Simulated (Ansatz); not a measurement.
# MgO: single-point calculation

The run: single-point calculation of MgO (Fm-3m, 4 atoms in the cell). Method and program: DFT PBEsol, scalar-relativistic, plane waves, PAW, no spin polarisation (Ansatz 0.2.0).

The structure derives from an entry of the Crystallography Open Database. It belongs to a series of runs on one base structure; here: the relaxed cell repeated 2 times. Figures and captions count atoms from 1; the log counts them from 0 in places.

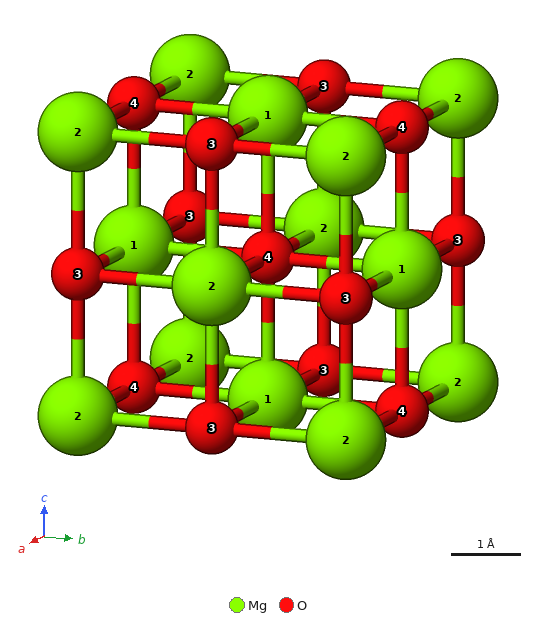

Fig. 1: The input geometry (ball-and-stick view of the cell 2 times as large as that of the calculation, set on its symmetry axes, seen slightly off an axis; atoms are numbered from 1 in the order of the input). An atom can appear more than once, as a periodic image.

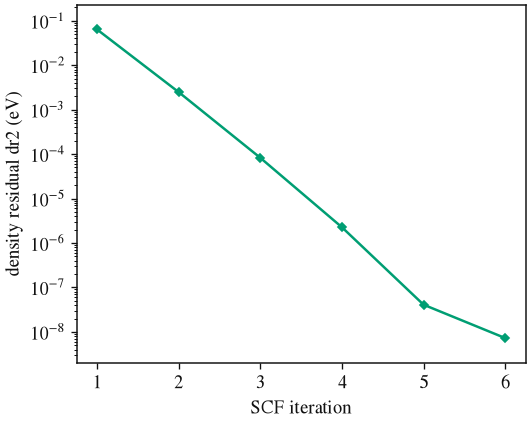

Fig. 2: Convergence of the self-consistent field: density residual dr2 against the SCF iteration. The residual falls at every step.

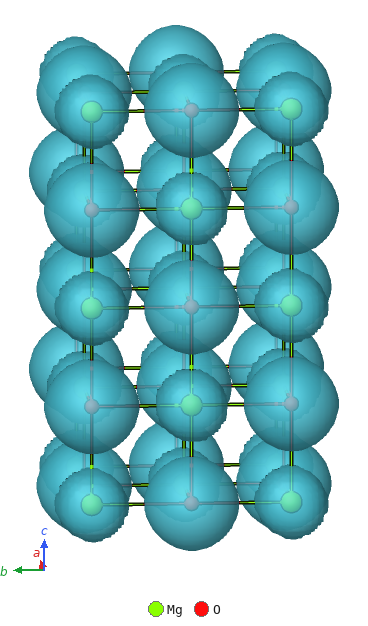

Fig. 3: Isosurface of the valence pseudo-density at 0.4 e/Å³ (cyan), seen at an oblique angle. Sticks mark near contacts. The outline is the cell set on symmetry axes. At this value the density breaks into separate islands; it holds about 85 % of the electrons treated as valence (semicore included). It is pinched off along the Mg–O (2.11 Å) contacts. On the grid the lowest density along these lines, outside the cores, is 0.28 e/Å³ (Mg–O, 2.11 Å). The fields are those of the smooth PAW valence density.

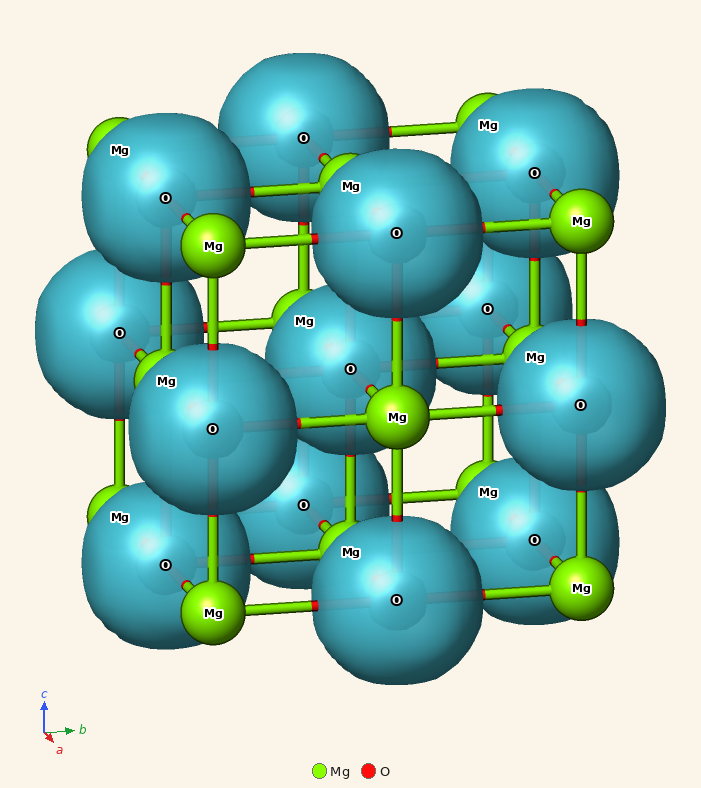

Fig. 4: Isosurface of the ELF at 0.65 (cyan), seen slightly off an axis. Only the valence region is drawn (cores and ρ < 0.01 e/Å³ removed). Sticks mark near contacts. The outline is the cell set on symmetry axes.

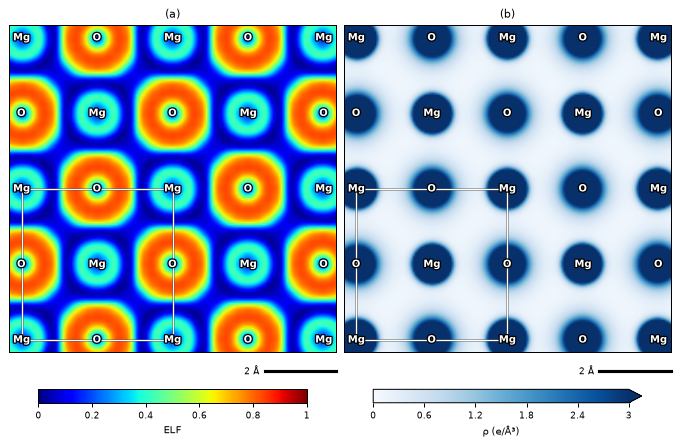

Fig. 5: (a) electron localisation function; (b) valence pseudo-density on the (100) plane of the conventional cell. The section cuts through Mg and O sites. Mg–O (2.11 Å): the density is about 0.34 e/Å³ at the midpoint; the ELF is about 0.35 at the midpoint, as expected for ionic bonding with no shared pair. Away from the nuclei the density in this plane falls to 0.11 e/Å³ at its lowest.

The input that produced these results follows, with the program's output.

### Input
```yaml
crystal:
  lattice:
    - [0.0, -2.1071057205, -2.1071057205]
    - [0.0, 2.1071057205, -2.1071057205]
    - [4.2142114411, 0.0, 0.0]
  atoms:
    - { symbol: Mg, position: [0.5, 0.5, 0.5] }
    - { symbol: Mg, position: [0.0, 0.0, 0.0] }
    - { symbol: O, position: [0.5, 0.5, 0.0] }
    - { symbol: O, position: [0.0, 0.0, 0.5] }
basis:
  ecutwfc: 420
kpoints:
  mp_grid: { grid: [8, 8, 6] }
hamiltonian:
  xc: pbesol
scf:
  occupations: { method: gaussian, width: 0.05 }
output:
  forces: true
  stress: true
  eigenvalues: true
  write_density: true
  write_potential: true
  elf: true
  volumetric_format: npy
```

Run as:
```bash
ansatz run input.yaml --threads 2 --pin off --max-ram 5120MiB --backend cpu --events-out ev --progress --plain --runs-dir out
```

### Log
```
Engine: ansatz 0.2.0, x86_64-unknown-linux-gnu
Pseudopotentials: kind: paw
Pseudopotential: Mg, paw, valence charge 10, recommended cutoff 420 eV (normal), Mg.paw.azcp
Pseudopotential: O, paw, valence charge 6, recommended cutoff 420 eV (normal), O.paw.azcp
Functional definition: PBEsol
  exchange = pbesol_x
  correlation = pbesol_c
Crystal: 4 atoms, lattice volume = 37.421 Å³
Basis set: ecut = 420 eV, 699 PW (Γ), exchange–correlation on 40×40×60 points (8 copies of the dense FFT grid, shifted against one another)
Bands: 20, of which v1, the nominal top of the filled ones, is band 16 counted from 1 (15 counted from 0)
Symmetry: 32 space group operations
Space group: Fm-3m (ITA 225), of the structure as read, at distance tolerance 3.3e-5 Å
k-points: 60 of 384
Non-local potential: Mg, projectors of the file, l = 0: 3, l = 1: 2, l = 2: 1
Non-local potential: O, projectors of the file, l = 0: 2, l = 1: 2, l = 2: 1
PAW form: soft (Blöchl's): semilocal exchange-correlation on the pseudo side does not see the compensation charge
PAW frozen core: Mg, regenerated for the run's functional, and the local potential with it (the file was generated under x = pbe(κ = 0.804, μ = 0.2195149727645171), c = pbe(β = 0.06672455060314922))
PAW frozen core: O, regenerated for the run's functional, and the local potential with it (the file was generated under x = pbe(κ = 0.804, μ = 0.2195149727645171), c = pbe(β = 0.06672455060314922))
PAW one-centre angular grid: Mg, 110 points (default); XC on 64 Gauss nodes
PAW one-centre angular grid: O, 110 points (default); XC on 64 Gauss nodes
Initial density: superposition of atomic densities (neutral atoms: chi_scale 0, normalization atom), corrected by the library's trained network
Initial wavefunctions: pseudopotential atomic-orbital guess
Functional: x = pbesol(κ = 0.804, μ = 0.12345679012345678), c = pbesol(β = 0.046)
SCF iter   1: F=—  HF=-4951.762011 eV  |F-HF|=—  |Δ(HF+E_count)|=         —  Δρ=1.46e-2  dr2=6.37e-2  ethr=1.77e-3  ⟨swp⟩=5.3  Hψ=5311  notcnv=0
preconditioner: auto → none  [insulator: Δε(μ)=4.494 eV  Ē_g=15.671 eV  σ=0.050 eV  W_gap=1.00  n_scr=14 (ndim 8)  ℏωp=24.3 eV  f_vac=0.000  D(μ)=0.00/eV (n_scr^D=0)  ε∞_Penn≈3.4]
SCF iter   2: F=—  HF=-4951.743648 eV  |F-HF|=—  |Δ(HF+E_count)|=   1.84e-2  Δρ=2.63e-3  dr2=2.48e-3  ethr=1.99e-4  ⟨swp⟩=2.0  Hψ=2132  notcnv=0
SCF iter   3: F=—  HF=-4951.743031 eV  |F-HF|=—  |Δ(HF+E_count)|=   6.17e-4  Δρ=6.62e-4  dr2=8.25e-5  ethr=7.75e-6  ⟨swp⟩=2.2  Hψ=1693  notcnv=0
SCF iter   4: F=—  HF=-4951.742795 eV  |F-HF|=—  |Δ(HF+E_count)|=   2.36e-4  Δρ=1.15e-4  dr2=2.26e-6  ethr=2.58e-7  ⟨swp⟩=2.5  Hψ=2070  notcnv=0
iter 5 did not close the SCF: its close was put off for the readings that it lacked (scf_convergence_deferred on its scf_iter line)
SCF iter   5: F=-4951.742794 eV  HF=-4951.742794 eV  |F-HF|=2.71e-8  |Δ(HF+E_count)|=   1.05e-6  Δρ=1.79e-5  dr2=4.09e-8  ethr=7.07e-9  ⟨swp⟩=2.0  Hψ=1686  notcnv=0
SCF iter   6: F=-4951.742794 eV  HF=-4951.742794 eV  |F-HF|=6.48e-9  |Δ(HF+E_count)|=   5.14e-9  Δρ=5.70e-6  dr2=7.26e-9  ethr=1.28e-10  ⟨swp⟩=5.2  Hψ=6966  notcnv=0
SCF 1 converged in 6 iterations: F = -4951.742794 eV  dr2 = 7.26e-9
  greatest PAW one-centre occupation: 1.000 electrons in one spin orbital (limit 2), on the Mg atom at site 1 (counted from 0), in its partial waves of l = 0
SCF converged after 6 iterations
Free energy (F): -4951.742794 eV
Harris-Foulkes:  -4951.742794 eV  (|F-HF|=6.48e-9)
Internal energy: -4951.742794 eV  (E = F + TS)
E sigma→0 (E₀):  -4951.742794 eV
Fermi energy:    10.304474 eV
--- Per-component energies (eV) ---
  E_band       = -584.868102
  E_kinetic    = 509.881044
  E_local      = -3203.882253  (includes V_loc(G=0)·N_el)
  E_nonlocal   = 287.490709
  E_hartree    = 1105.971312
  E_xc         = -207.799199
  E_vxc        = -267.751799  (∫ρ·V_xc dr)
  E_paw        = -866.179628  (= ΣΔE_a)
  E_vpaw       = -122.550302  (= ΣTr[D̂ρ^β])
  E_aug_tail   = 0.005031  (compensation charges beyond the density's cutoff)
  E_ewald      = -2577.418111
  E_core_change = 0.188300  (= ΣΔE_core)
  E_smearing   = -0.000000  (= −TS)
  E_closure    = -0.000000  (closes the sum)
  Σ components = -4951.742794   (vs F -4951.742794, Δ=0.00e0)
--- Forces (eV/Å), atoms counted from 1 ---
  atom   1  Mg    -0.00000000    -0.00000000     0.00000000
  atom   2  Mg     0.00000000     0.00000000     0.00000000
  atom   3  O      0.00000000     0.00000000    -0.00000000
  atom   4  O      0.00000000    -0.00000000    -0.00000000
  max |Σ_I F_I| component: 4.39e-30 eV/Å
--- Stress (GPa, compression-positive) ---
       -0.006908       0.000000       0.000000
        0.000000      -0.011667       0.000000
        0.000000      -0.000000      -0.011667
  P = ⅓ Tr σ = -0.0101 GPa (-0.101 kbar)
--- Band table (eV; the first three rows and the last of 60) ---
  k-point 0: bands = ["-63.8643", "-63.8525", "-30.8544", "-30.8087", "-30.8087", "-30.7790", "-30.7790", "-30.7790", "-9.1921", "-7.6239", "3.8874", "6.6397", "6.6397", "7.9945", "7.9946", "7.9946", "12.6138", "16.9489", "17.8503", "20.9460"]
  k-point 1: bands = ["-63.8636", "-63.8533", "-30.8499", "-30.8067", "-30.8067", "-30.7847", "-30.7810", "-30.7810", "-9.0894", "-7.7302", "4.0456", "6.7160", "6.7160", "7.4594", "7.8855", "7.8855", "13.2228", "17.1773", "17.7766", "21.0165"]
  k-point 2: bands = ["-63.8614", "-63.8555", "-30.8374", "-30.8012", "-30.8012", "-30.7997", "-30.7864", "-30.7864", "-8.8067", "-8.0207", "4.5292", "6.3865", "6.9334", "6.9334", "7.6043", "7.6043", "14.5281", "17.1757", "17.8603", "20.5372"]
  k-point 59: bands = ["-63.8525", "-63.8525", "-30.8314", "-30.8314", "-30.8314", "-30.8314", "-30.8107", "-30.8107", "-7.5578", "-7.5578", "5.0175", "5.0175", "5.0175", "5.0175", "6.2069", "6.2069", "19.4919", "19.4919", "19.4919", "19.4919"]
```

### Key numbers

```csv
quantity,value
outcome,converged
space group (tolerance 0.01 Å),Fm-3m (225)
electrons treated,32
free energy,−4951.7428 eV
Fermi energy,10.304 eV
gap on the k-point mesh,4.62 eV
pressure,−0.01 GPa
largest force (length of the vector),under 0.001 eV/Å
hardware,"2 threads of Intel Xeon @ 2.90GHz (Ice Lake), 192 GiB of memory available, shared host"
wall time,1.4 s (CPU time 2.5 s)
peak memory,0.37 GiB
```
